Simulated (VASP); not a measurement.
## CdS: geometry relaxation (part 2 of 3)

Continued. System: CdS (P6₃mc, 4 atoms in the cell). Method: Kohn-Sham DFT of a periodic cell, PBE with D3(BJ), VASP PAW PBE potentials, recommended, no spin polarisation (VASP 6.6.1); cutoff 600 eV, 7×7×4 k-mesh, fermi-dirac of 0.05 eV. The structure derives from an entry of the Crystallography Open Database.

Geometry of the input (Å; fractional positions):
```
4.1500  0.0000  0.0000
-2.0750  3.5940  0.0000
0.0000  0.0000  6.7370
Cd 0.6667  0.3333  0.5000
Cd 0.3333  0.6667  0.0000
S  0.6667  0.3333  0.8750
S  0.3333  0.6667  0.3750
```

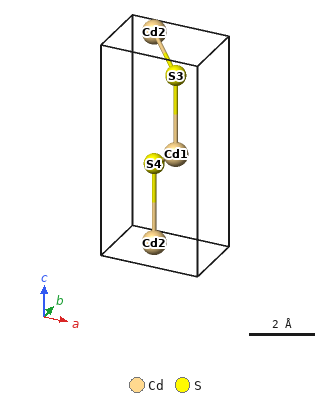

**Figure 1.** The starting structure (ball-and-stick view of the cell of the calculation, seen slightly off an axis; atoms are numbered from 1 in the order of the input).

### Parts of OUTCAR, continued
```
   k-points           NKPTS =     24   k-points in BZ     NKDIM =     24   number of bands    NBANDS=     22
   number of dos      NEDOS =    301   number of ions     NIONS =      4
   total plane-waves  NPLWV =  69984
   dimension x,y,z NGX =    36 NGY =   36 NGZ =   54
   dimension x,y,z NGXF=    72 NGYF=   72 NGZF=  108
   ions per type =               2   2
   NGX,Y,Z   is equivalent  to a cutoff of  14.42, 14.42, 13.33 a.u.
   NGXF,Y,Z  is equivalent  to a cutoff of  28.84, 28.84, 26.65 a.u.
 SYSTEM =  CdS
   PREC   = accura    normal or accurate (medium, high low for compatibility)
   ISTART =      0    job   : 0-new  1-cont  2-samecut
   ICHARG =      2    charge: 1-file 2-atom 10-const
   ISPIN  =      1    spin polarized calculation?
   LNONCOLLINEAR =      F non collinear calculations
   LSORBIT =      F    spin-orbit coupling
   LASPH  =      T    aspherical Exc in radial PAW
   ENCUT  =  600.0 eV  44.10 Ry    6.64 a.u.   8.29  8.29 13.46*2*pi/ulx,y,z
   NELM   =    100;   NELMIN=  2; NELMDL= -5     # of ELM steps
   EDIFF  = 0.1E-05   stopping-criterion for ELM
   LREAL  =      F    real-space projection
   EDIFFG = -.5E-02   stopping-criterion for IOM
   NSW    =     60    number of steps for IOM
   IBRION =      2    ionic relax: 0-MD 1-quasi-New 2-CG
   NFREE  =      1    steps in history (QN), initial steepest desc. (CG)
   ISIF   =      3    stress and relaxation
   ISYM   =      2    0-nonsym 1-usesym 2-fastsym
   POTIM  = 0.5000    time-step for ionic-motion
   TEBEG  =    0.0;   TEEND  =   0.0 temperature during run
   PSTRESS=    0.0 pullay stress
   NELECT =      36.0000    total number of electrons
   NUPDOWN=      -1.0000    fix difference up-down
   EMIN   =  10.00;   EMAX   =-10.00  energy-range for DOS
   EFERMI =   0.00;   METHOD = LEGACY
   ISMEAR =    -1;   SIGMA  =   0.05  broadening in eV -4-tet -1-fermi 0-gaus
   EFERMI_NEDOS =   21; number of points for ismear=-14 and -15
   IALGO  =     38    algorithm
   IMIX   =      4    mixing-type and parameters
     AMIX     =   0.40;   BMIX     =  1.00
     AMIX_MAG =   1.60;   BMIX_MAG =  1.00
  volume/ion in A,a.u.               =      25.12       169.52
  Fermi-wavevector in a.u.,A,eV,Ry     =   1.162727  2.197236 18.394190  1.351935
  Thomas-Fermi vector in A             =   2.299285
   LORBIT       =      0    0 simple, 1 ext, 2 COOP (PROOUT), +10 PAW based schemes
   GGA     = PE    functional components
   LHFCALC =     F    Hartree Fock is set to
   AEXX    =    0.0000 exact exchange contribution
   IVDW    =    12    specifies the selected vdW correction
   LEPSILON=     F    determine dielectric tensor
   LRPA    =     F    only Hartree local field effects (RPA)
 conjugate gradient relaxation of ions
 non-spin polarized calculation
  energy-cutoff  :      600.00
  volume of cell :      100.48
 maximum number of plane-waves:      3376
 NGX is ok and might be reduce to    36
   NGX = 17   NGY = 17   NGZ = 27

--------------------------------------- Ionic step        1  -------------------------------------------

 number of electron      36.0000008 magnetization

 Free energy of the ion-electron system (eV)
  ---------------------------------------------------
  ext. energy  EPLUGINS =         0.00000000
  ---------------------------------------------------
  free energy    TOTEN  =       -12.26693654 eV

  energy without entropy =      -12.26693639  energy(sigma->0) =      -12.26693646

------------------------ aborting loop because EDIFF is reached ----------------------------------------

 Edisp (eV)   -1.20918

 E8    (eV) :    -0.4927

  FORCE on cell =-STRESS in cart. coord.  units (eV):
  Direction    XX          YY          ZZ          XY          YZ          ZX
  --------------------------------------------------------------------------------------
  -------------------------------------------------------------------------------------
  Total      -0.00519    -0.00519     0.42152     0.00000     0.00000     0.00000
  in kB      -0.08270    -0.08270     6.72095     0.00000     0.00000     0.00000
  external pressure =        2.19 kB  Pullay stress =        0.00 kB

 VOLUME and BASIS-vectors are now :
 -----------------------------------------------------------------------------
  energy-cutoff  :      600.00
  volume of cell :      100.48
      direct lattice vectors                 reciprocal lattice vectors
     4.150000000  0.000000000  0.000000000     0.240963855  0.139120547  0.000000000
    -2.075000000  3.594005426  0.000000000     0.000000000  0.278241094  0.000000000
     0.000000000  0.000000000  6.737000000     0.000000000  0.000000000  0.148434021

 POSITION                                       TOTAL-FORCE (eV/Angst)
 -----------------------------------------------------------------------------------
      2.07500      1.19800      3.36850        -0.000000     -0.000000     -0.067267
     -0.00000      2.39600      0.00000         0.000000      0.000000     -0.067267
      2.07500      1.19800      5.89487         0.000000      0.000000      0.067267
     -0.00000      2.39600      2.52637        -0.000000      0.000000      0.067267
 -----------------------------------------------------------------------------------
    total drift:                               -0.000000      0.000000     -0.000737

  FREE ENERGIE OF THE ION-ELECTRON SYSTEM (eV)
  ---------------------------------------------------
  free  energy   TOTEN  =       -13.4761185469 eV

  energy  without entropy=      -13.4761183891  energy(sigma->0) =      -13.47611847

--------------------------------------- Ionic step        2  -------------------------------------------

 number of electron      36.0000007 magnetization

------------------------ aborting loop because EDIFF is reached ----------------------------------------

 Edisp (eV)   -1.20251

 E8    (eV) :    -0.4899

  FORCE on cell =-STRESS in cart. coord.  units (eV):
  Direction    XX          YY          ZZ          XY          YZ          ZX
  --------------------------------------------------------------------------------------
  -------------------------------------------------------------------------------------
  Total      -0.02190    -0.02190    -0.10161     0.00000     0.00000     0.00000
  in kB      -0.34746    -0.34746    -1.61221     0.00000     0.00000     0.00000
  external pressure =       -0.77 kB  Pullay stress =        0.00 kB

 VOLUME and BASIS-vectors are now :
 -----------------------------------------------------------------------------
  energy-cutoff  :      600.00
  volume of cell :      100.98
      direct lattice vectors                 reciprocal lattice vectors
     4.149740384  0.000000000  0.000000000     0.240978931  0.139129250 -0.000000000
    -2.074870192  3.593780591  0.000000000     0.000000000  0.278258501  0.000000000
     0.000000000  0.000000000  6.771249249     0.000000000  0.000000000  0.147683236

 POSITION                                       TOTAL-FORCE (eV/Angst)
 -----------------------------------------------------------------------------------
      2.07487      1.19793      3.38236         0.000000     -0.000000      0.006058
     -0.00000      2.39585      6.76799         0.000000     -0.000000      0.006058
      2.07487      1.19793      5.92810        -0.000000      0.000000     -0.006058
     -0.00000      2.39585      2.54248        -0.000000     -0.000000     -0.006058
 -----------------------------------------------------------------------------------
    total drift:                               -0.000000      0.000000     -0.000093

  FREE ENERGIE OF THE ION-ELECTRON SYSTEM (eV)
  ---------------------------------------------------
  free  energy   TOTEN  =       -13.4773018437 eV

  energy  without entropy=      -13.4773016621  energy(sigma->0) =      -13.47730175

--------------------------------------- Ionic step        3  -------------------------------------------

 number of electron      36.0000008 magnetization

------------------------ aborting loop because EDIFF is reached ----------------------------------------

 Edisp (eV)   -1.20364

 E8    (eV) :    -0.4904

  FORCE on cell =-STRESS in cart. coord.  units (eV):
  Direction    XX          YY          ZZ          XY          YZ          ZX
  --------------------------------------------------------------------------------------
  -------------------------------------------------------------------------------------
  Total      -0.01281    -0.01281    -0.01370     0.00000    -0.00000     0.00000
  in kB      -0.20346    -0.20346    -0.21759     0.00000    -0.00000     0.00000
  external pressure =       -0.21 kB  Pullay stress =        0.00 kB

 VOLUME and BASIS-vectors are now :
 -----------------------------------------------------------------------------
  energy-cutoff  :      600.00
  volume of cell :      100.90
      direct lattice vectors                 reciprocal lattice vectors
     4.149784764  0.000000000  0.000000000     0.240976353  0.139127763 -0.000000000
    -2.074892382  3.593819026  0.000000000     0.000000000  0.278255525  0.000000000
     0.000000000  0.000000000  6.765394478     0.000000000  0.000000000  0.147811041

 POSITION                                       TOTAL-FORCE (eV/Angst)
 -----------------------------------------------------------------------------------
      2.07489      1.19794      3.37999        -0.000000     -0.000000     -0.005945
     -0.00000      2.39588      6.76269        -0.000000      0.000000     -0.005945
      2.07489      1.19794      5.92242         0.000000      0.000000      0.005945
     -0.00000      2.39588      2.53973         0.000000     -0.000000      0.005945
 -----------------------------------------------------------------------------------
    total drift:                               -0.000000      0.000000     -0.000580

  FREE ENERGIE OF THE ION-ELECTRON SYSTEM (eV)
  ---------------------------------------------------
  free  energy   TOTEN  =       -13.4773522464 eV

  energy  without entropy=      -13.4773520693  energy(sigma->0) =      -13.47735216

[... ionic steps 4 to 8 ...]

--------------------------------------- Ionic step        9  -------------------------------------------

 number of electron      36.0000007 magnetization

------------------------ aborting loop because EDIFF is reached ----------------------------------------

 Edisp (eV)   -1.20445

 E8    (eV) :    -0.4908

  FORCE on cell =-STRESS in cart. coord.  units (eV):
  Direction    XX          YY          ZZ          XY          YZ          ZX
  --------------------------------------------------------------------------------------
  -------------------------------------------------------------------------------------
  Total       0.02377     0.02377    -0.01979     0.00000     0.00000     0.00000
  in kB       0.37768     0.37768    -0.31439     0.00000     0.00000     0.00000
  external pressure =        0.15 kB  Pullay stress =        0.00 kB

 VOLUME and BASIS-vectors are now :
 -----------------------------------------------------------------------------
  energy-cutoff  :      600.00
  volume of cell :      100.84
      direct lattice vectors                 reciprocal lattice vectors
     4.148463646  0.000000000  0.000000000     0.241053095  0.139172069 -0.000000000
    -2.074231823  3.592674904  0.000000000     0.000000000  0.278344138  0.000000000
     0.000000000  0.000000000  6.765654607     0.000000000  0.000000000  0.147805358

 POSITION                                       TOTAL-FORCE (eV/Angst)
 -----------------------------------------------------------------------------------
      2.07423      1.19756      3.37974         0.000000     -0.000000      0.000148
     -0.00000      2.39512      6.76256         0.000000      0.000000      0.000148
      2.07423      1.19756      5.92304        -0.000000     -0.000000     -0.000148
     -0.00000      2.39512      2.54021        -0.000000      0.000000     -0.000148
 -----------------------------------------------------------------------------------
    total drift:                               -0.000000      0.000000     -0.002023

  FREE ENERGIE OF THE ION-ELECTRON SYSTEM (eV)
  ---------------------------------------------------
  free  energy   TOTEN  =       -13.4773579410 eV

  energy  without entropy=      -13.4773577662  energy(sigma->0) =      -13.47735785

--------------------------------------- Ionic step       10  -------------------------------------------

 number of electron      36.0000007 magnetization

------------------------ aborting loop because EDIFF is reached ----------------------------------------

 Edisp (eV)   -1.20437

 E8    (eV) :    -0.4907
```
